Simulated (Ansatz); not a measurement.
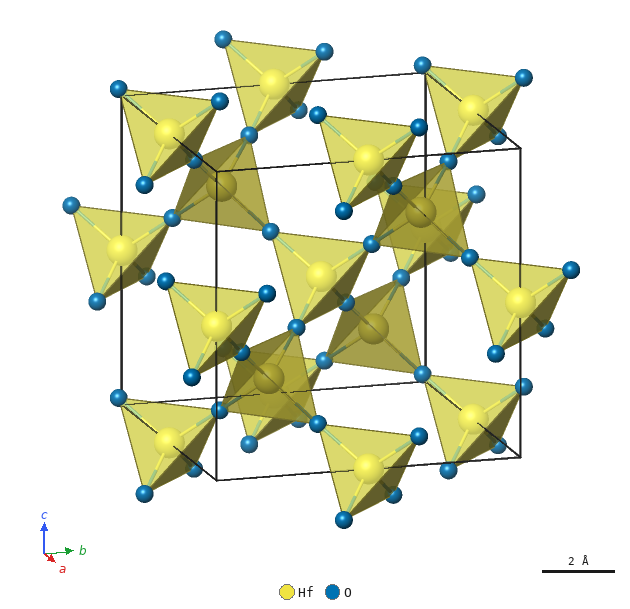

This polyhedral model is shown slightly off an axis. Thin lines show the drawn cell (a repeat of the simulation cell), with boundary atoms drawn in all their periodic places. A few atoms beyond the faces are included.

HfO2, a = 8.96 Å, b = 8.96 Å, c = 8.97 Å, α = 90.00°, β = 90.00°, γ = 90.00°.

Run with Ansatz, DFT r2SCAN, scalar-relativistic, plane waves, PAW and these settings: E_cut = 500 eV, k-points about 0.23 Å⁻¹ apart, Gaussian smearing of 0.02 eV, no spin polarisation.

Q: Is the electronic structure metallic or gapped?

A: An insulator at this level, with a gap of 5.13 eV on the k-mesh (the true edges may lie between mesh points, so the gap can be somewhat smaller).

It goes back to a structure listed in the Materials Project, with elements exchanged, so it need not be a known form of the compound. The picture shows the end point of a geometry optimisation with DFT r2SCAN, scalar-relativistic, plane waves, PAW in Ansatz 0.2.0.
